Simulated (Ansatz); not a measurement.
# LaH3O3: what the fields show

The calculation's input:

```
crystal:
  lattice:
    - [6.493385245, 0.0, 0.0]
    - [-3.2466926225, 5.6234365787, 0.0]
    - [0.0, 0.0, 3.7901357947]
  atoms:
    - { symbol: La, position: [0.3333333333, 0.6666666667, 0.25] }
    - { symbol: La, position: [0.6666666667, 0.3333333333, 0.75] }
    - { symbol: H, position: [0.2784721656, 0.1379438001, 0.25] }
    - { symbol: H, position: [0.1405283656, 0.2784721656, 0.75] }
    - { symbol: H, position: [0.8620561999, 0.1405283656, 0.25] }
    - { symbol: H, position: [0.7215278344, 0.8620561999, 0.75] }
    - { symbol: H, position: [0.8594716344, 0.7215278344, 0.25] }
    - { symbol: H, position: [0.1379438001, 0.8594716344, 0.75] }
    - { symbol: O, position: [0.3900672895, 0.3087583412, 0.25] }
    - { symbol: O, position: [0.0813089483, 0.3900672895, 0.75] }
    - { symbol: O, position: [0.6912416588, 0.0813089483, 0.25] }
    - { symbol: O, position: [0.6099327105, 0.6912416588, 0.75] }
    - { symbol: O, position: [0.9186910517, 0.6099327105, 0.25] }
    - { symbol: O, position: [0.3087583412, 0.9186910517, 0.75] }
basis:
  ecutwfc: 420
kpoints:
  mp_grid: { grid: [6, 6, 6] }
  band_path:
    path:
      - [[0.0, 0.0, 0.0], [0.5, 0.0, 0.0], [0.33333333, 0.33333333, 0.0], [0.0, 0.0, 0.0], [0.0, 0.0, 0.5], [0.5, 0.0, 0.5], [0.33333333, 0.33333333, 0.5], [0.0, 0.0, 0.5]]
      - [[0.5, 0.0, 0.5], [0.5, 0.0, 0.0]]
      - [[0.33333333, 0.33333333, 0.5], [0.33333333, 0.33333333, 0.0]]
    npoints: 10
hamiltonian:
  xc: pbesol
scf:
  occupations: { method: gaussian, width: 0.02 }
  n_extra_bands: 35
output:
  forces: true
  stress: true
  eigenvalues: true
  populations: true
  dos: { projected: true, de: 0.02, nscf_kmesh: { grid: [9, 9, 9] } }
  bader: false
  write_density: true
  write_potential: true
  elf: true
  volumetric_format: npy
```

Run with:

```sh
ansatz run input.yaml --threads 4 --pin off --max-ram 10240MiB --backend cpu --events-out ev --progress --plain --runs-dir out
```

Below, planes, directions and counts refer to the conventional cell (a = 6.49 Å, b = 6.49 Å, c = 3.79 Å, α = 90.00°, β = 90.00°, γ = 120.00°).

Space group P6₃/m; a generated structure, not necessarily the stable one.

Theory: Ansatz 0.2.0, DFT PBEsol, scalar-relativistic, plane waves, PAW.

The density is the valence pseudo-density of a PAW calculation; it isn't the true density close to the nuclei.

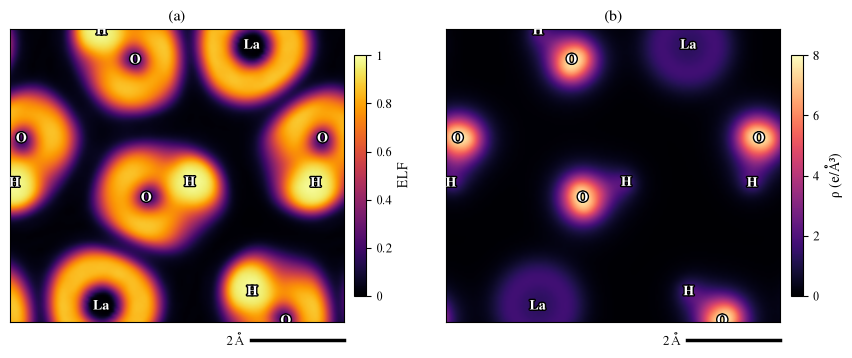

Figure 1. (a) electron localisation function; (b) valence electron density on the (001) plane of the conventional cell.

Read the bonding off the picture.

Answer. Atoms in the plane: La, H and O. O–H (0.98 Å): the density is about 3.6 e/Å³ at the midpoint; the ELF climbs to about 1 towards the hydrogen, as it does in any bond to H: an ordinary covalent bond to hydrogen. La–O (2.53 Å): ρ is about 0.35 e/Å³ halfway; the ELF is about 0.20 at the midpoint; an ionic contact with no shared pair. Between the atoms the lowest density in this plane is 0.01 e/Å³. The features right at La lie inside the PAW spheres, where the map follows smoothed inner orbitals and isn't to be read closely.

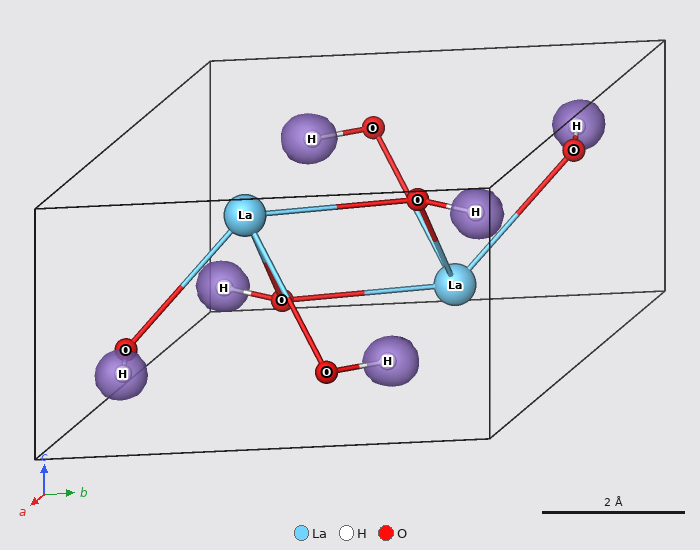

Figure 2. Isosurface of the electron localisation function at 0.9 (purple), seen at an oblique angle. Only the valence region is drawn (cores and ρ < 0.01 e/Å³ removed). Sticks mark near contacts.

Describe the localisation domains.

Answer. The surface consists of six regions around hydrogen nuclei, counted in one cell of 14 atoms. Any copies at cell faces, edges or corners count once.

Does the calculation make it a metal, or give it a gap?

Answer. It is gapped, with a Kohn–Sham gap of 3.7 eV on the k-point mesh, an upper bound to the gap of this method.
